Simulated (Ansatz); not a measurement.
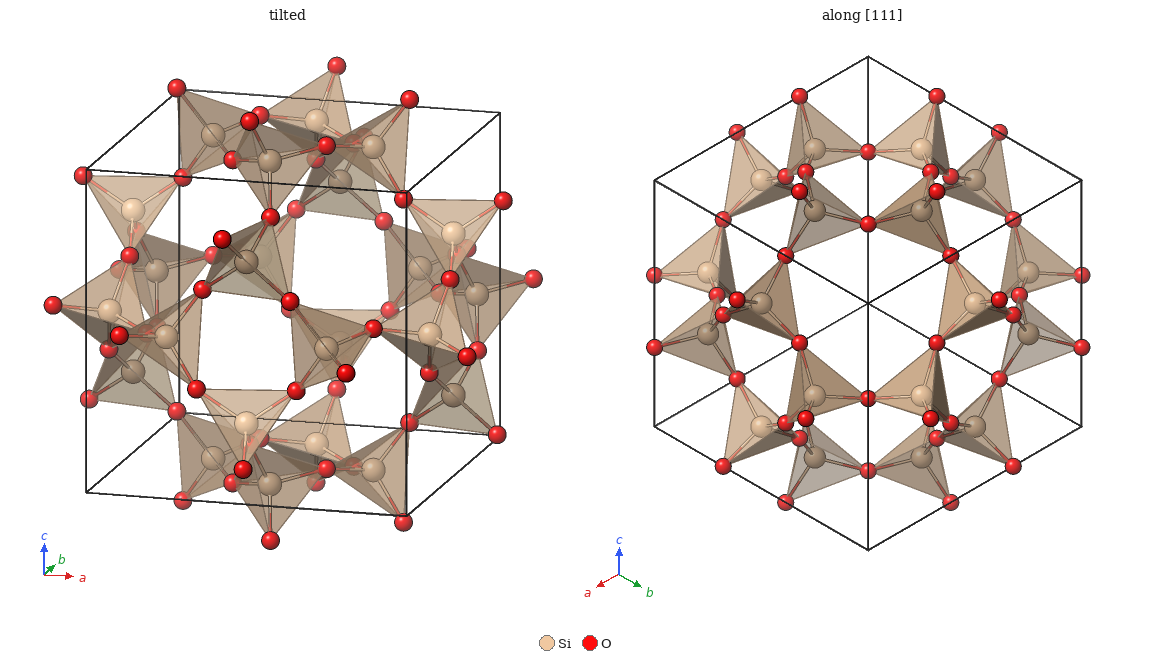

View slightly off an axis and along [111], drawn as a polyhedral model. One conventional unit cell is outlined, and atoms on its boundary appear in each equivalent place. A few atoms beyond the faces are included. Cell: a = 8.917 Å, b = 8.917 Å, c = 8.917 Å, α = 90.00°, β = 90.00°, γ = 90.00°.

Its composition is SiO2. Space group I-43m (No. 217), lattice body-centred cubic. The cell comprises 12 formula units: 12 Si, 24 O. The polyhedra are SiO4 tetrahedra; they share corners. Si is linked to four O in a tetrahedral arrangement at about 1.6 Å. O is surrounded by two Si in a bent arrangement at about 1.6 Å. The bonds build a three-dimensional framework.

Origin of the cell: a structure listed in the Materials Project. The atoms were relaxed in a fixed cell with Ansatz 0.2.0, DFT, PBE, plane-wave PAW, scalar-relativistic, frozen cores.
